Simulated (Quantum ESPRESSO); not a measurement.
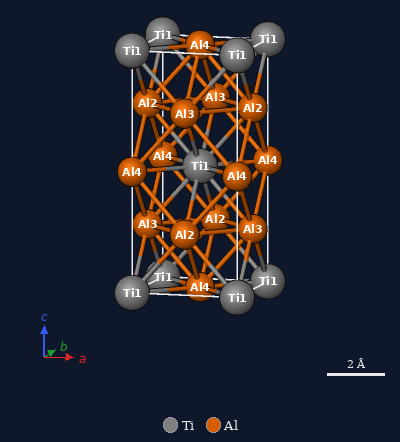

The structure as given in the input (ball-and-stick view of the cell 2 times as large as that of the calculation, set on its symmetry axes, seen slightly off an axis; atoms are numbered from 1 in the order of the input). An atom can appear more than once, as a periodic image. Near neighbours in the periodic cell (some may lie outside the picture): Ti has 12 Al at 2.72 to 2.89 Å; Al has 8 Al at 2.72 to 2.89 Å and 4 Ti at 2.72 to 2.89 Å.

## Single-point calculation of TiAl3

- system: TiAl3 (I4/mmm, 4 atoms in the cell)
- method: Kohn-Sham DFT of a periodic cell, PBE, SSSP 1.3 efficiency PBE, no spin polarisation (Quantum ESPRESSO 7.5)

The structure derives from a Materials Project entry. The volume is scaled by 1.02.

## Input file
```
&CONTROL
  calculation = 'scf'
  prefix = 'pwscf'
  outdir = './tmp'
  pseudo_dir = './pseudo'
  tprnfor = .true.
  tstress = .true.
  disk_io = 'nowf'
/
&SYSTEM
  ibrav = 0
  nat = 4
  ntyp = 2
  ecutwfc = 55
  ecutrho = 440
  nbnd = 17
  occupations = 'smearing'
  smearing = 'fd'
  degauss = 0.00367493
/
&ELECTRONS
  conv_thr = 8d-10
  electron_maxstep = 120
  mixing_beta = 0.5
/
ATOMIC_SPECIES
Ti    47.8670 ti_pbe_v1.4.uspp.F.UPF
Al    26.9815 Al.pbe-n-kjpaw_psl.1.0.0.UPF
CELL_PARAMETERS angstrom
  -1.9237634764    1.9237634764    4.3090184209
   1.9237634764   -1.9237634764    4.3090184209
   1.9237634764    1.9237634764   -4.3090184209
ATOMIC_POSITIONS crystal
Ti     0.0000000000    0.0000000000    0.0000000000
Al     0.2500000000    0.7500000000    0.5000000000
Al     0.7500000000    0.2500000000    0.5000000000
Al     0.5000000000    0.5000000000    0.0000000000
K_POINTS automatic
10 10 10 0 0 0
```

Command:
```bash
OMP_NUM_THREADS=1 mpirun -n 2 pw.x -nk 2 -in pw.in > pw.out
```

## The program's output
```
This program is part of the open-source Quantum ESPRESSO suite
     for quantum simulation of materials; please cite
         "P. Giannozzi et al., J. Phys.:Condens. Matter 21 395502 (2009);
         "P. Giannozzi et al., J. Phys.:Condens. Matter 29 465901 (2017);
         "P. Giannozzi et al., J. Chem. Phys. 152 154105 (2020);
          URL
     in publications or presentations arising from this work. More details at

     file Al.pbe-n-kjpaw_psl.1.0.0.UPF: wavefunction(s)  3S 3P renormalized
     Message from routine setup:
     using ibrav=0 with symmetry is DISCOURAGED, use correct ibrav instead

     K-points division:     npool     =       2
     Subspace diagonalization in iterative solution of the eigenvalue problem:
     a serial algorithm will be used

     G-vector sticks info
     --------------------
     sticks:   dense  smooth     PW     G-vecs:    dense   smooth      PW
     Sum        2937    1463    517                66995    23751    4839

     Using Slab Decomposition

     bravais-lattice index     =            0
     lattice parameter (alat)  =       9.6301  a.u.
     unit-cell volume          =     430.4654 (a.u.)^3
     number of atoms/cell      =            4
     number of atomic types    =            2
     number of electrons       =        21.00
     number of Kohn-Sham states=           17
     kinetic-energy cutoff     =      55.0000  Ry
     charge density cutoff     =     440.0000  Ry
     scf convergence threshold =      8.0E-10
     mixing beta               =       0.5000
     number of iterations used =            8  plain     mixing
     Exchange-correlation= SLA  PW   PBX  PBC
                           (   1   4   3   4   0   0   0)

     celldm(1)=   9.630073  celldm(2)=   0.000000  celldm(3)=   0.000000
     celldm(4)=   0.000000  celldm(5)=   0.000000  celldm(6)=   0.000000

     crystal axes: (cart. coord. in units of alat)
               a(1) = (  -0.377503   0.377503   0.845566 )
               a(2) = (   0.377503  -0.377503   0.845566 )
               a(3) = (   0.377503   0.377503  -0.845566 )

     reciprocal axes: (cart. coord. in units 2 pi/alat)
               b(1) = (  0.000000  1.324491  0.591320 )
               b(2) = (  1.324491  0.000000  0.591320 )
               b(3) = (  1.324491  1.324491  0.000000 )

     PseudoPot. # 1 for Ti read from file:
     ti_pbe_v1.4.uspp.F.UPF
     Pseudo is Ultrasoft + core correction, Zval = 12.0
     Generated by new atomic code, or converted to UPF format
     Using radial grid of  851 points,  6 beta functions with:
                l(1) =   0
                l(2) =   0
                l(3) =   1
                l(4) =   1
                l(5) =   2
                l(6) =   2
     Q(r) pseudized with  6 coefficients,  rinner =    1.000   1.000   1.000
                                                       1.000   1.000

     PseudoPot. # 2 for Al read from file:
     Al.pbe-n-kjpaw_psl.1.0.0.UPF
     Pseudo is Projector augmented-wave + core cor, Zval =  3.0
     Generated using "atomic" code by A. Dal Corso  v.5.1
     Shape of augmentation charge: PSQ
     Using radial grid of 1135 points,  6 beta functions with:
                l(1) =   0
                l(2) =   0
                l(3) =   1
                l(4) =   1
                l(5) =   2
                l(6) =   2
     Q(r) pseudized with 0 coefficients

     atomic species   valence    mass     pseudopotential
     Ti               12.00    47.86700     Ti( 1.00)
     Al                3.00    26.98150     Al( 1.00)

     16 Sym. Ops., with inversion, found

   Cartesian axes

     site n.     atom                  positions (alat units)
         1        Ti     tau(   1) = (   0.0000000   0.0000000   0.0000000  )
         2        Al     tau(   2) = (   0.3775035  -0.0000000   0.4227831  )
         3        Al     tau(   3) = (   0.0000000   0.3775035   0.4227831  )
         4        Al     tau(   4) = (   0.0000000   0.0000000   0.8455662  )

     number of k points=   102  Fermi-Dirac smearing, width (Ry)=  0.0037

     Number of k-points >= 100: set verbosity='high' to print them.

     Dense  grid:    66995 G-vectors     FFT dimensions: (  72,  72,  72)

     Smooth grid:    23751 G-vectors     FFT dimensions: (  45,  45,  45)

     Initial potential from superposition of free atoms

     starting charge      19.9931, renormalised to      21.0000

     negative rho (up, down):  1.531E-03 0.000E+00
     Starting wfcs are   22 randomized atomic wfcs
     Checking if some PAW data can be deallocated...

     Self-consistent Calculation

     iteration #  1     ecut=    55.00 Ry     beta= 0.50
     Davidson diagonalization with overlap
     ethr =  1.00E-02,  avg # of iterations =  4.0

     Threshold (ethr) on eigenvalues was too large:
     Diagonalizing with lowered threshold

     Davidson diagonalization with overlap
     ethr =  5.82E-04,  avg # of iterations =  2.3

     negative rho (up, down):  1.414E-03 0.000E+00

     total energy              =    -237.84236678 Ry
     estimated scf accuracy    <       0.13252777 Ry

     iteration #  2     ecut=    55.00 Ry     beta= 0.50
     Davidson diagonalization with overlap
     ethr =  6.31E-04,  avg # of iterations =  3.5

     negative rho (up, down):  1.016E-03 0.000E+00

     total energy              =    -237.82939822 Ry
     estimated scf accuracy    <       0.25864554 Ry

     iteration #  3     ecut=    55.00 Ry     beta= 0.50
     Davidson diagonalization with overlap
     ethr =  6.31E-04,  avg # of iterations =  2.1

     negative rho (up, down):  7.791E-04 0.000E+00

     total energy              =    -237.87397674 Ry
     estimated scf accuracy    <       0.01985383 Ry

     iteration #  4     ecut=    55.00 Ry     beta= 0.50
     Davidson diagonalization with overlap
     ethr =  9.45E-05,  avg # of iterations =  2.3

     negative rho (up, down):  6.822E-04 0.000E+00

     total energy              =    -237.87609379 Ry
     estimated scf accuracy    <       0.00082262 Ry

     iteration #  5     ecut=    55.00 Ry     beta= 0.50
     Davidson diagonalization with overlap
     ethr =  3.92E-06,  avg # of iterations =  6.5

     negative rho (up, down):  6.238E-04 0.000E+00

     total energy              =    -237.87626351 Ry
     estimated scf accuracy    <       0.00004725 Ry

     iteration #  6     ecut=    55.00 Ry     beta= 0.50
     Davidson diagonalization with overlap
     ethr =  2.25E-07,  avg # of iterations =  2.5

     negative rho (up, down):  6.203E-04 0.000E+00

     total energy              =    -237.87626953 Ry
     estimated scf accuracy    <       0.00000322 Ry

     iteration #  7     ecut=    55.00 Ry     beta= 0.50
     Davidson diagonalization with overlap
     ethr =  1.53E-08,  avg # of iterations =  2.7

     negative rho (up, down):  6.194E-04 0.000E+00

     total energy              =    -237.87627037 Ry
     estimated scf accuracy    <       0.00000115 Ry

     iteration #  8     ecut=    55.00 Ry     beta= 0.50
     Davidson diagonalization with overlap
     ethr =  5.49E-09,  avg # of iterations =  1.8

     negative rho (up, down):  6.193E-04 0.000E+00

     total energy              =    -237.87627051 Ry
     estimated scf accuracy    <       0.00000005 Ry

     iteration #  9     ecut=    55.00 Ry     beta= 0.50
     Davidson diagonalization with overlap
     ethr =  2.39E-10,  avg # of iterations =  3.9

     negative rho (up, down):  6.193E-04 0.000E+00

     total energy              =    -237.87627052 Ry
     estimated scf accuracy    <          2.2E-09 Ry

     iteration # 10     ecut=    55.00 Ry     beta= 0.50
     Davidson diagonalization with overlap
     ethr =  1.05E-11,  avg # of iterations =  2.9

     negative rho (up, down):  6.193E-04 0.000E+00

     End of self-consistent calculation

     Number of k-points >= 100: set verbosity='high' to print the bands.

     the Fermi energy is     9.4498 ev

!    total energy              =    -237.87627052 Ry
     estimated scf accuracy    <          7.5E-10 Ry
     smearing contrib. (-TS)   =      -0.00100434 Ry
     internal energy E=F+TS    =    -237.87526618 Ry

     The total energy is F=E-TS. E is the sum of the following terms:
     one-electron contribution =     -61.09994154 Ry
     hartree contribution      =      38.33521579 Ry
     xc contribution           =     -25.94936912 Ry
     ewald contribution        =     -85.09110693 Ry
     one-center paw contrib.   =    -104.07006438 Ry

     convergence has been achieved in  10 iterations

     negative rho (up, down):  6.193E-04 0.000E+00

     Forces acting on atoms (cartesian axes, Ry/au):

     atom    1 type  1   force =     0.00000000    0.00000000    0.00000000
     atom    2 type  2   force =     0.00000000    0.00000000    0.00000000
     atom    3 type  2   force =    -0.00000000   -0.00000000   -0.00000000
     atom    4 type  2   force =    -0.00000000   -0.00000000   -0.00000000

     Total force =     0.000000     Total SCF correction =     0.000000

     Computing stress (Cartesian axis) and pressure

     negative rho (up, down):  6.193E-04 0.000E+00
          total   stress  (Ry/bohr**3)                   (kbar)     P=       -1.02
  -0.00000590   0.00000000  -0.00000000           -0.87        0.00       -0.00
  -0.00000000  -0.00000590   0.00000000           -0.00       -0.87        0.00
   0.00000000   0.00000000  -0.00000893            0.00        0.00       -1.31

=------------------------------------------------------------------------------=
   JOB DONE.
=------------------------------------------------------------------------------=
```

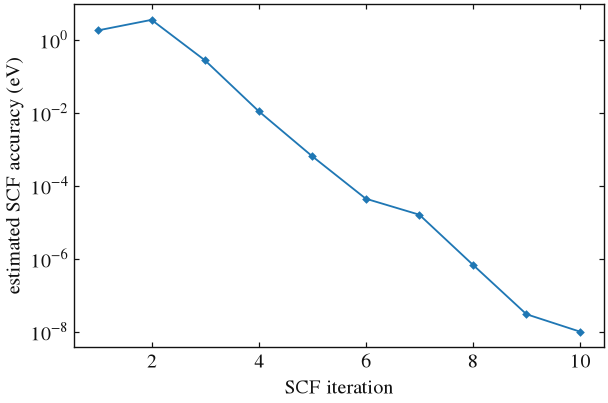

Convergence of the self-consistent field: estimated SCF accuracy against the iteration. The field takes 10 iterations in all.

## Key numbers

| quantity | value |
| --- | --- |
| outcome | converged |
| space group (tolerance 0.01 Å) | I4/mmm (139) |
| electrons treated | 21 |
| free energy | −3236.4715 eV |
| Fermi energy | 9.450 eV |
| gap on the k-point mesh | none (metallic) |
| pressure | −0.10 GPa |
| largest force (length of the vector) | under 0.001 eV/Å |
| hardware | 2 threads of Arm Neoverse V2, 24 GiB of memory available, shared host |
| wall time | 73 s (CPU time 2.4 min) |
| peak memory | 0.44 GiB |

## Remarks

Notes on the run: negative rho.
